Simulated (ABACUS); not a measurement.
InAs: band-structure run (part 2 of 2)

InAs (F-43m, 2 atoms in the cell); Kohn-Sham DFT of a periodic cell, PBE, PseudoDojo NC SR 0.4.1 PBE standard, no spin polarisation (ABACUS 3.10.1); cutoff 1360.57 eV, 7×7×7 k-mesh, fermi-dirac of 0.05 eV. The structure derives from an entry of the Crystallography Open Database.

Geometry of the input (Å; fractional positions):
```
0.0000  3.0180  3.0180
3.0180  0.0000  3.0180
3.0180  3.0180  0.0000
In 0.0000  0.0000  0.0000
As 0.7500  0.7500  0.7500
```

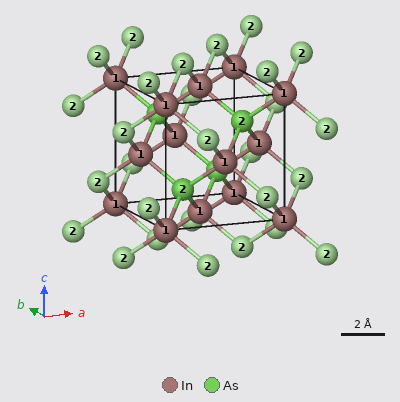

*The input geometry (ball-and-stick view of the cell 4 times as large as that of the calculation, set on its symmetry axes, seen slightly off an axis; neighbours outside the cell are drawn fainter; atoms are numbered from 1 in the order of the input).*

### Output, continued
```
----------------------------------------------------------
     Energy           Rydberg                 eV
----------------------------------------------------------
 E_KohnSham     -345.0532001912      -4694.6896357355
 E_Harris       -344.9401021875      -4693.1508584527
 E_Fermi        0.6045418888         8.2252143679
----------------------------------------------------------

 LCAO ALGORITHM --------------- ION=   1  ELEC=   4--------------------------------

 Density error is 0.000591286140606
----------------------------------------------------------
     Energy           Rydberg                 eV
----------------------------------------------------------
 E_KohnSham     -345.0532330285      -4694.6900825098
 E_Harris       -345.0327288405      -4694.4111087198
 E_Fermi        0.6077174367         8.2684199134
----------------------------------------------------------

 LCAO ALGORITHM --------------- ION=   1  ELEC=   5--------------------------------

 Density error is 0.000125813540229
----------------------------------------------------------
     Energy           Rydberg                 eV
----------------------------------------------------------
 E_KohnSham     -345.0532339952      -4694.6900956622
 E_Harris       -345.0487276639      -4694.6287838793
 E_Fermi        0.6080964926         8.2735772335
----------------------------------------------------------

 LCAO ALGORITHM --------------- ION=   1  ELEC=   6--------------------------------

 Density error is 1.42393042483e-05
----------------------------------------------------------
     Energy           Rydberg                 eV
----------------------------------------------------------
 E_KohnSham     -345.0532340288      -4694.6900961190
 E_Harris       -345.0524154457      -4694.6789587245
 E_Fermi        0.6082174119         8.2752224253
----------------------------------------------------------

 LCAO ALGORITHM --------------- ION=   1  ELEC=   7--------------------------------

 Density error is 9.84465984426e-07
----------------------------------------------------------
     Energy           Rydberg                 eV
----------------------------------------------------------
 E_KohnSham     -345.0532340294      -4694.6900961269
 E_Harris       -345.0532564747      -4694.6904015109
 E_Fermi        0.6082354842         8.2754683108
----------------------------------------------------------

 LCAO ALGORITHM --------------- ION=   1  ELEC=   8--------------------------------

 Density error is 3.6535067375e-07
----------------------------------------------------------
     Energy           Rydberg                 eV
----------------------------------------------------------
 E_KohnSham     -345.0532340294      -4694.6900961273
 E_Harris       -345.0532218611      -4694.6899305692
 E_Fermi        0.6082351085         8.2754631994
----------------------------------------------------------

 LCAO ALGORITHM --------------- ION=   1  ELEC=   9--------------------------------

 Density error is 3.44449115615e-08
----------------------------------------------------------
     Energy           Rydberg                 eV
----------------------------------------------------------
 E_KohnSham     -345.0532340294      -4694.6900961276
 E_KS(sigma->0) -345.0532084170      -4694.6897476528
 E_Harris       -345.0532345509      -4694.6901032226
 E_band         -22.2875063467       -303.2370805264
 E_one_elec     -176.2324437036      -2397.7654068336
 E_Hartree      104.6351198315       1423.6338406214
 E_xc           -87.6660286419       -1192.7575105609
 E_Ewald        -185.7898302906      -2527.8003224049
 E_entropy(-TS) -0.0000512248        -0.0006969496
 E_descf        0.0000000000         0.0000000000
 E_exx          0.0000000000         0.0000000000
 E_Fermi        0.6082353140         8.2754659947
----------------------------------------------------------

 charge density convergence is achieved
 final etot is -4694.6900961 eV
 EFERMI = 8.2754659947 eV
The vacuum level is 10.657169171 eV

 STATE ENERGY(eV) AND OCCUPATIONS    NSPIN == 1
 1/20 kpoint (Cartesian) = 0.0000 0.0000 0.0000 (1559 pws)
       1       -26.7879     0.00583090
       2       -26.7879     0.00583090
       3       -26.7879     0.00583090
       4       -26.7755     0.00583090
       5       -26.7755     0.00583090
       6       -6.29597     0.00583090
       7       -6.29597     0.00583090
       8       -6.29597     0.00583090
       9       -6.16778     0.00583090
      10       -6.16778     0.00583090
      11       -3.66678     0.00583090
      12        8.20309     0.00472081
      13        8.20309     0.00472081
      14        8.20309     0.00472081
      15        8.25400     0.00353197
      16        12.1449    1.43326e-36
      17        12.1449    1.43326e-36
      18        12.1449    1.43326e-36
      19        16.9526    2.49324e-78
      20        17.9453    5.95645e-87
      21        17.9453    5.95645e-87
      22        20.0352        0.00000
      23        20.0352        0.00000
      24        20.0352        0.00000

 2/20 kpoint (Cartesian) = 0.023668 0.023668 0.023668 (1558 pws)
       1       -26.7878      0.0466472
       2       -26.7878      0.0466472
       3       -26.7878      0.0466472
       4       -26.7755      0.0466472
       5       -26.7755      0.0466472
       6       -6.31991      0.0466472
       7       -6.28832      0.0466472
       8       -6.28832      0.0466472
       9       -6.16776      0.0466472
      10       -6.16776      0.0466472
      11       -3.46777      0.0466472
      12        6.07162      0.0466472
      13        7.96110      0.0465606
      14        7.96110      0.0465606
      15        9.56547    2.91083e-13
      16        12.5090    7.88958e-39
      17        12.5090    7.88958e-39
      18        12.5359    4.60858e-39
      19        17.2902    2.33106e-80
      20        17.2902    2.33106e-80
      21        17.8529    3.02319e-85
      22        20.4262        0.00000
      23        21.9094        0.00000
      24        21.9094        0.00000

 3/20 kpoint (Cartesian) = 0.047335 0.047335 0.047335 (1560 pws)
       1       -26.7878      0.0466472
       2       -26.7877      0.0466472
       3       -26.7877      0.0466472
       4       -26.7754      0.0466472
       5       -26.7754      0.0466472
       6       -6.37105      0.0466472
       7       -6.27345      0.0466472
       8       -6.27345      0.0466472
       9       -6.16526      0.0466472
      10       -6.16526      0.0466472
      11       -2.92927      0.0466472
      12        4.00732      0.0466472
      13        7.52697      0.0466472
      14        7.52697      0.0466472
      15        9.52117    7.05932e-13
      16        12.9405    1.40772e-42
      17        12.9405    1.40772e-42
      18        14.1525    4.18422e-53
      19        17.5226    2.23251e-82
      20        17.5226    2.23251e-82
      21        18.6472        0.00000
      22        21.6461        0.00000
      23        24.6976        0.00000
      24        24.6976        0.00000

 4/20 kpoint (Cartesian) = 0.071003 0.071003 0.071003 (1562 pws)
       1       -26.7878      0.0466472
       2       -26.7876      0.0466472
       3       -26.7876      0.0466472
       4       -26.7754      0.0466472
       5       -26.7754      0.0466472
       6       -6.40928      0.0466472
       7       -6.26456      0.0466472
       8       -6.26456      0.0466472
       9       -6.15998      0.0466472
      10       -6.15998      0.0466472
      11       -2.33000      0.0466472
      12        2.60203      0.0466472
      13        7.24135      0.0466472
      14        7.24135      0.0466472
      15        9.28286    8.29309e-11
      16        12.9279    1.81292e-42
      17        12.9279    1.81292e-42
      18        15.7621    4.37395e-67
      19        18.5588        0.00000
      20        19.0820        0.00000
      21        19.0820        0.00000
      22        20.9890        0.00000
      23        21.9634        0.00000
      24        21.9634        0.00000

 5/20 kpoint (Cartesian) = 0.0000 0.0000 0.047335 (1561 pws)
       1       -26.7879      0.0349854
       2       -26.7877      0.0349854
       3       -26.7877      0.0349854
       4       -26.7755      0.0349854
       5       -26.7754      0.0349854
       6       -6.33551      0.0349854
       7       -6.28064      0.0349854
       8       -6.28064      0.0349854
       9       -6.17384      0.0349854
      10       -6.16308      0.0349854
      11       -3.39563      0.0349854
      12        6.01424      0.0349854
      13        7.53914      0.0349854
      14        7.53914      0.0349854
      15        10.3785    1.89271e-20
      16        11.3949    2.80819e-29
      17        13.1521    1.53424e-44
      18        13.1521    1.53424e-44
      19        16.2726    1.20674e-71
      20        18.1665    4.28074e-88
      21        18.2404    9.76858e-89
      22        21.1324        0.00000
      23        21.1324        0.00000
      24        22.7999        0.00000

 6/20 kpoint (Cartesian) = 0.023668 0.071003 0.023668 (1567 pws)
       1       -26.7879       0.139942
       2       -26.7876       0.139942
       3       -26.7876       0.139942
       4       -26.7755       0.139942
       5       -26.7753       0.139942
       6       -6.37664       0.139942
       7       -6.26768       0.139942
       8       -6.26448       0.139942
       9       -6.17753       0.139942
      10       -6.15895       0.139942
      11       -2.96906       0.139942
      12        4.47714       0.139942
      13        6.98326       0.139942
      14        7.06800       0.139942
      15        10.6874    1.57143e-22
      16        11.6738    4.25072e-31
      17        13.8472    5.63495e-50
      18        13.9184    1.35536e-50
      19        16.3883    4.77534e-72
      20        18.4502        0.00000
      21        19.4186        0.00000
      22        22.0604        0.00000
      23        23.3517        0.00000
      24        24.9591        0.00000

[... levels at 14 further k points ...]

 correction force for each atom along direction 1 is 0.0265077
 correction force for each atom along direction 2 is 0.00240657
 correction force for each atom along direction 3 is 0.00575149
------------------------------------------------------------------------------------------
 TOTAL-FORCE (eV/Angstrom)
------------------------------------------------------------------------------------------
                       In1         0.0000000000         0.0000000000         0.0000000000
                       As1         0.0000000000         0.0000000000         0.0000000000
------------------------------------------------------------------------------------------

----------------------------------------------------------------
 TOTAL-STRESS (KBAR)
----------------------------------------------------------------
        50.8741147261        -0.0000000000         0.0000000000
         0.0000000000        50.8741147261         0.0000000000
        -0.0000000000        -0.0000000000        50.8741147261
----------------------------------------------------------------
 TOTAL-PRESSURE: 50.874115 KBAR

 --------------------------------------------
 !FINAL_ETOT_IS -4694.6900961275978261 eV
 --------------------------------------------
```

### Standard output
```
ABACUS v3.10.1

               Atomic-orbital Based Ab-initio Computation at UStc

%%%%%%%%%%%%%%%%%%%%%%%%%%%%%%%%%%%%%%%%%%%%%%%%%%%%%%%%%%%%%%%%%%%%%%%%%%%%%%%%%%%%%%%%%%%%%%%%%%%%%%%%%
 Warning: the number of valence electrons in pseudopotential > 3 for In: [Kr] 4d10 5s2 5p1
 Warning: the number of valence electrons in pseudopotential > 5 for As: [Ar] 3d10 4s2 4p3
 Pseudopotentials with additional electrons can yield (more) accurate outcomes, but may be less efficient.
 If you're confident that your chosen pseudopotential is appropriate, you can safely ignore this warning.
%%%%%%%%%%%%%%%%%%%%%%%%%%%%%%%%%%%%%%%%%%%%%%%%%%%%%%%%%%%%%%%%%%%%%%%%%%%%%%%%%%%%%%%%%%%%%%%%%%%%%%%%%

 UNIFORM GRID DIM        : 54 * 54 * 54
 UNIFORM GRID DIM(BIG)   : 27 * 27 * 27
 ---------------------------------------------------------
 Self-consistent calculations for electrons
 ---------------------------------------------------------
 SPIN    KPOINTS         PROCESSORS  THREADS     NBASE
 1       20              4           4           36
 ---------------------------------------------------------
 Use Systematically Improvable Atomic bases
 ---------------------------------------------------------
 ELEMENT ORBITALS        NBASE       NATOM       XC
 In      2s2p2d-8au      18          1
 As      2s2p2d-7au      18          1
 ---------------------------------------------------------
 Initial plane wave basis and FFT box
 ---------------------------------------------------------
 -------------------------------------------
 SELF-CONSISTENT :
 -------------------------------------------
 START CHARGE      : atomic
 ITER       ETOT/eV          EDIFF/eV         DRHO     TIME/s
 GE1     -4.69447590e+03   0.00000000e+00   4.3615e-02   0.93
 GE2     -4.69467772e+03  -2.01816663e-01   1.2239e-02   0.74
 GE3     -4.69468964e+03  -1.19170454e-02   4.4370e-03   0.58
 GE4     -4.69469008e+03  -4.46774217e-04   5.9129e-04   0.59
 GE5     -4.69469010e+03  -1.31524533e-05   1.2581e-04   0.62
 GE6     -4.69469010e+03  -4.56804623e-07   1.4239e-05   0.78
 GE7     -4.69469010e+03  -7.86232737e-09   9.8447e-07   0.78
 GE8     -4.69469010e+03  -4.47795352e-10   3.6535e-07   0.45
 GE9     -4.69469010e+03  -2.67594459e-10   3.4445e-08   0.42
----------------------------------------------------------------
 TOTAL-STRESS (KBAR)
----------------------------------------------------------------
        50.8741147261        -0.0000000000         0.0000000000
         0.0000000000        50.8741147261         0.0000000000
        -0.0000000000        -0.0000000000        50.8741147261
----------------------------------------------------------------
 TOTAL-PRESSURE: 50.874115 KBAR
```

### File mulliken.txt
```
 0
CALCULATE THE MULLIkEN ANALYSIS FOR EACH ATOM
 Total charge:	28
Decomposed Mulliken populations
0                             Zeta of In              Spin 1
s                                      0              1.3585
s                                      1             -0.0012
SUM OVER M+Zeta                                       1.3573

pz                                     0              0.4642
px                                     0              0.4864
py                                     0              0.5200
SUM OVER M                                            1.4707
pz                                     1             -0.0172
px                                     1             -0.0136
py                                     1             -0.0057
SUM OVER M                                           -0.0364
SUM OVER M+Zeta                                       1.4342

dz^2                                   0              1.9977
dxz                                    0              1.9919
dyz                                    0              1.9917
dx^2-y^2                               0              1.9982
dxy                                    0              1.9923
SUM OVER M                                            9.9717
dz^2                                   1              0.0491
dxz                                    1              0.0558
dyz                                    1              0.0517
dx^2-y^2                               1              0.0306
dxy                                    1              0.0642
SUM OVER M                                            0.2513
SUM OVER M+Zeta                                      10.2230

SUM OVER M+Zeta+L                                    13.0145

Total Charge on atom:                 In             13.0145


1                             Zeta of As              Spin 1
s                                      0              1.8042
s                                      1              0.0343
SUM OVER M+Zeta                                       1.8385

pz                                     0              1.0158
px                                     0              1.0383
py                                     0              1.0861
SUM OVER M                                            3.1402
pz                                     1             -0.0372
px                                     1             -0.0375
py                                     1             -0.0218
SUM OVER M                                           -0.0965
SUM OVER M+Zeta                                       3.0436

dz^2                                   0              2.0000
dxz                                    0              1.9998
dyz                                    0              1.9998
dx^2-y^2                               0              2.0000
dxy                                    0              1.9999
SUM OVER M                                            9.9996
dz^2                                   1              0.0157
dxz                                    1              0.0227
dyz                                    1              0.0245
dx^2-y^2                               1              0.0107
dxy                                    1              0.0302
SUM OVER M                                            0.1037
SUM OVER M+Zeta                                      10.1033

SUM OVER M+Zeta+L                                    14.9855

Total Charge on atom:                 As             14.9855
```

### Results in brief

```csv
quantity,value
outcome,converged
space group (tolerance 0.01 Å),F-43m (216)
electrons treated,28
free energy,−4694.6901 eV
Fermi energy of the self-consistent step,8.275 eV
gap on the k-point mesh,none (metallic)
pressure,5.09 GPa
largest force (length of the vector),under 0.001 eV/Å
wall time,9.7 s (CPU time 32 s)
peak memory,0.44 GiB
```

Points of doubt noted for this run: home made orbitals. The cell is under a pressure of 5.1 GPa at this level, so it is not at its equilibrium volume.
